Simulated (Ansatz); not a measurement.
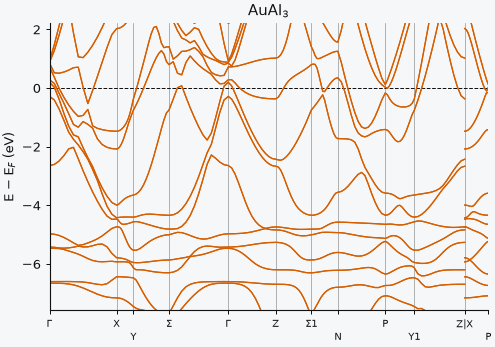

Band structure. Energies are counted from the Fermi level.

Question: What lattice type does the k path imply?

Answer: A body-centred tetragonal lattice: the path Γ–X–Y–Σ–Γ–Z–Σ1–N–P–Y1–Z|X–P runs through the special points of its Brillouin zone.

System: AuAl₃, space group I4/mmm (No. 139), 4 atoms in the primitive cell.

```cif
data_structure
_symmetry_space_group_name_H-M 'P 1'
_symmetry_Int_Tables_number 1
_cell_length_a 4.9659
_cell_length_b 4.9659
_cell_length_c 4.9659
_cell_angle_alpha 131.860
_cell_angle_beta 131.860
_cell_angle_gamma 70.450
_cell_volume 66.56
loop_
_atom_site_label
_atom_site_type_symbol
_atom_site_fract_x
_atom_site_fract_y
_atom_site_fract_z
_atom_site_occupancy
Au1 Au 0.00000 0.00000 0.00000 1
Al1 Al 0.50000 0.50000 0.00000 1
Al2 Al 0.25000 0.75000 0.50000 1
Al3 Al 0.75000 0.25000 0.50000 1
```

Level of theory: PBEsol, Ansatz PAW, spin-orbit coupling, no magnetisation, 9×9×9 k mesh, 420 eV cutoff, Fermi-Dirac smearing of 0.05 eV; code Ansatz 0.2.0.

Question: Is there a gap at the Fermi level?

Answer: A metal: bands cross the Fermi level along this path.

Question: Which levels at X lie nearest to the Fermi level?

Answer: At X the nearest levels lie 1.47 eV below and 2.03 eV above the Fermi level.

The PAW data sets were made with another functional. The cell is at −3 GPa in this functional. The cell comes from a database of computed structures, and whether it is the stable form of this composition wasn't checked. Bands are joined in order of energy, so crossings between the computed points show as kinks or gaps. In reduced coordinates of the cell that was run, X is (0, 0, 0.5), Y is (−0.125, 0.125, 0.5), Σ is (−0.312, 0.312, 0.312), Z is (0.5, 0.5, −0.5), Σ1 is (0.312, 0.688, −0.312), N is (0, 0.5, 0), P is (0.25, 0.25, 0.25) and Y1 is (0.5, 0.5, −0.125).
